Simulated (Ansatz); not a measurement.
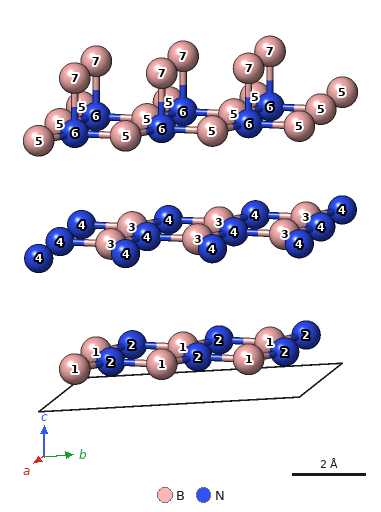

This is the input geometry for a constrained relaxation of a slab of composition B4N3 (cut from the R3m phase). The picture is a ball-and-stick view of the 2 × 3 repeat of the cell, outlined in the plane, without the vacuum, seen slightly off an axis.

Case: B put at a top N site. The slab is the (0 0 1) face of BN with B on it. 2 atoms are held fixed.

Theory: DFT PBE+D3(BJ), scalar-relativistic, plane waves, PAW (Ansatz 0.2.0).

The input:
```yaml
crystal:
  lattice:
    - [2.5061138137, 0.0, 0.0]
    - [-1.2530569069, 2.1703582275, 0.0]
    - [0.0, 0.0, 25.5926876598]
  atoms:
    - { symbol: B, position: [0.6666666667, 0.3333333333, 0.3321261179] }
    - { symbol: "N", position: [0.3333333333, 0.6666666667, 0.3322402185] }
    - { symbol: B, position: [0.3333333333, 0.6666666667, 0.4620997201] }
    - { symbol: "N", position: [0.0, 0.0, 0.4621445588] }
    - { symbol: B, position: [0.0, 0.0, 0.5919331885] }
    - { symbol: "N", position: [0.6666666667, 0.3333333333, 0.5920079078] }
    - { symbol: B, position: [0.6666666667, 0.3333333333, 0.6529628188], spin: 1.0 }
basis:
  ecutwfc: 420
kpoints:
  mp_grid: { grid: [12, 12, 1] }
hamiltonian:
  xc: pbe
  dispersion: d3bj
scf:
  occupations: { method: gaussian, width: 0.05 }
output:
  forces: true
  eigenvalues: true
  populations: true
  write_density: true
  write_potential: true
  elf: true
  volumetric_format: npy
magnetization:
  spin_polarized: true
relax:
  adjacent_minimum: "off"
  f_tol: 0.03
  max_steps: 70
  constraints: [{ sites: [0, 1] }]
efield:
  axis: 3
  dipole_correction: true
  ramp_width: 0.04
```

Launched with:
```bash
ansatz run input.yaml --threads 1 --pin off --max-ram 2560MiB --backend cpu --events-out ev --progress --plain --runs-dir out
```

What does the optimiser find from here?

Answer. The atom that moves furthest is B7 (0.29 Å along the normal (+c)). Largest moves by element: B 0.29 Å, N 0.10 Å. The lattice vectors keep their values. Among the contacts that change: N6–B7 1.560 → 1.952 Å. The energy falls by 0.301 eV per cell of the calculation in 10 geometry steps. The largest force component goes from 2.6 to 0.021 eV/Å. The program noted that the starting moments weren't kept. The run took 4.8 min on 1 thread of Arm Neoverse V1 (shared host), peak memory 0.42 GiB.

The end point in the same view:

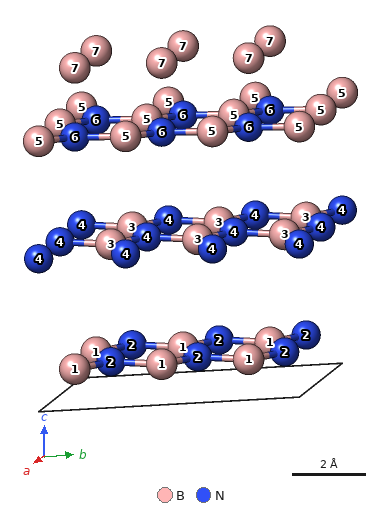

Limits of the set-up: the periodic images lie only 2.5 Å apart, so the values are limited by the cell's size.
